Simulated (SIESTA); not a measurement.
## Energy of LiCl along an even scaling of the cell

System: LiCl (Fm-3m, 2 atoms in the cell).
Method: Kohn-Sham DFT of a periodic cell, PBE, PseudoDojo 0.4 standard, converted to PSML, no spin polarisation (SIESTA 5.4.2).

The 7 runs differ only in the geometry, by an even scaling of the cell at fixed fractional positions. The structure derives from an entry of the Crystallography Open Database.

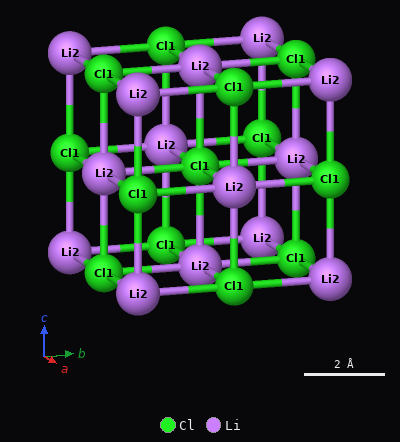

Figure 1. The structure of run 4 (ball-and-stick view of the cell 4 times as large as that of the calculation, set on its symmetry axes, seen slightly off an axis; atoms are numbered from 1 in the order of the input). An atom can appear more than once, as a periodic image.

**Input of run 4**
```
SystemName                      LiCl
SystemLabel                     LiCl
NumberOfSpecies                 2
NumberOfAtoms                   2
%block ChemicalSpeciesLabel
  1  17 Cl
  2   3 Li
%endblock ChemicalSpeciesLabel

LatticeConstant                 1.0 Ang
%block LatticeVectors
     0.0000000000     2.5647700000     2.5647700000
     2.5647700000     0.0000000000     2.5647700000
     2.5647700000     2.5647700000     0.0000000000
%endblock LatticeVectors
AtomicCoordinatesFormat         Ang
%block AtomicCoordinatesAndAtomicSpecies
     2.5647700000     2.5647700000     2.5647700000  1
     0.0000000000     0.0000000000     0.0000000000  2
%endblock AtomicCoordinatesAndAtomicSpecies

%block kgrid.MonkhorstPack
    9   0   0  0.0
    0   9   0  0.0
    0   0   9  0.0
%endblock kgrid.MonkhorstPack
XC.Functional                   GGA
XC.Authors                      PBE
PAO.BasisSize                   DZP
PAO.EnergyShift                 0.003 Ry
Mesh.Cutoff                     800 Ry
OccupationFunction              FD
ElectronicTemperature           0.05 eV
MaxSCFIterations                120
SCF.MustConverge                false
SCF.Mixer.Method                Pulay
SCF.Mixer.Weight                0.25
SCF.Mixer.History               8
SCF.DM.Tolerance                5.0e-05
SCF.H.Tolerance                 1.0e-03 eV
WriteForces                     true
Charge.Mulliken                 end
%block PAO.PolarizationScheme
  Li non-perturbative
%endblock PAO.PolarizationScheme
%block PAO.Basis
  Li 3
  n=1 0 2
    2.782 0.000
  n=2 0 2
    9.500 0.000
  n=2 1 1
    9.500
%endblock PAO.Basis
```

Command:
```bash
siesta LiCl.fdf > LiCl.out 2>&1
```

Lattice vectors (Å) and fractional positions of run 4:
```
   0.000000    2.564770    2.564770
   2.564770    0.000000    2.564770
   2.564770    2.564770    0.000000
Cl  0.500000  0.500000  0.500000
Li  0.000000  0.000000  0.000000
```

Run 2 differs from it as follows:
```diff
-     0.0000000000     2.5647700000     2.5647700000
-     2.5647700000     0.0000000000     2.5647700000
-     2.5647700000     2.5647700000     0.0000000000
+     0.0000000000     2.5301066968     2.5301066968
+     2.5301066968     0.0000000000     2.5301066968
+     2.5301066968     2.5301066968     0.0000000000
-     2.5647700000     2.5647700000     2.5647700000  1
+     2.5301066968     2.5301066968     2.5301066968  1
```

**Results, with one run withheld**

```csv
run,volume per atom (Å³),"free energy per atom, from the lowest run given (meV)",pressure (GPa),gap on the mesh (eV)
1,15.859,12.30,3.10,6.96
2,16.196,?,?,?
3,16.534,3.11,1.43,6.68
4,16.871,0.82,0.75,6.54
5,17.209,0.00,0.04,6.42
6,17.546,0.57,−0.55,6.30
7,17.883,2.23,−1.02,6.19
```

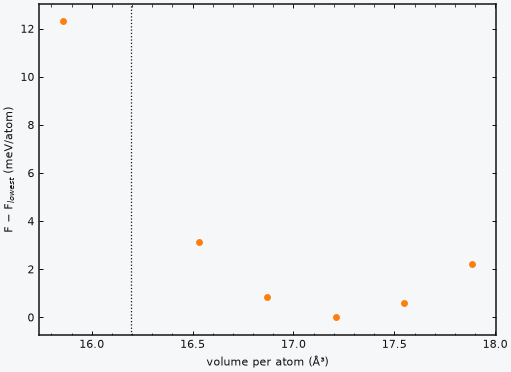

Figure 2. Free energy per atom of the runs given; the dotted line marks run 2.

Estimate the energy of run 2 from the others.

A cubic polynomial in V^(−2/3) (the Birch–Murnaghan form), fitted to the 6 runs given, misses them by at most 0.04 meV per atom. With x = V^(−2/3) − 0.15148 Å⁻², it reads F = 0.48928 + 565.11 x + 1.6812e+05 x² − 6.3184e+05 x³ (meV per atom). At run 2 it gives 6.87 meV per atom, and the run itself gives 6.77. The slope of the fit gives a pressure −dF/dV of 2.18 GPa there, and the run prints 2.17 GPa. The fit has its minimum at 17.245 Å³ per atom, where V d²F/dV² gives 31.7 GPa: the bulk modulus at this level, since symmetry fixes the shape and the positions. The gap on the mesh goes, without turning, from 6.96 eV in run 1 to 6.19 eV in run 7; run 2 has 6.82 eV. These are gaps of this functional on this mesh, which can miss the band edges; they aren't the measured gap.

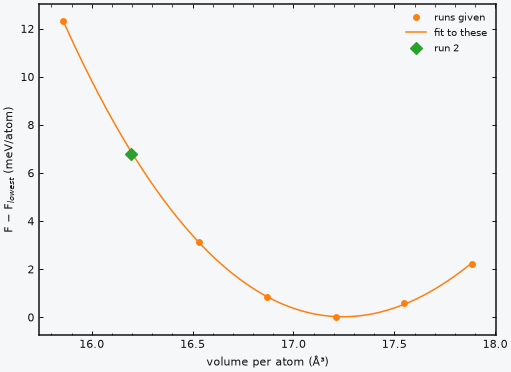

Figure 3. The fit and the withheld run.

**Some lines of the output (run 2)**
```
[...]
outcell: Cell volume (Ang**3)        :     32.3927
stepf: Fermi-Dirac step function
siesta: Etot    =      -645.694603
siesta: FreeEng =      -645.694603
        iscf     Eharris(eV)        E_KS(eV)     FreeEng(eV)     dDmax    Ef(eV) dHmax(eV)
siesta: E_KS(eV) =             -645.7054
siesta: E_KS - E_eggbox =      -645.7054
siesta: Etot    =      -645.705424
siesta: FreeEng =      -645.705424
siesta:         Fermi =      -6.650428
siesta: Cell volume =         32.392652 Ang**3
    Orbital volume contribution        =           2.064977 eV
```

Notes: Points of doubt noted for this run: mulliken charges of long orbitals. With a small basis of atomic orbitals these values can differ much from converged plane-wave results.
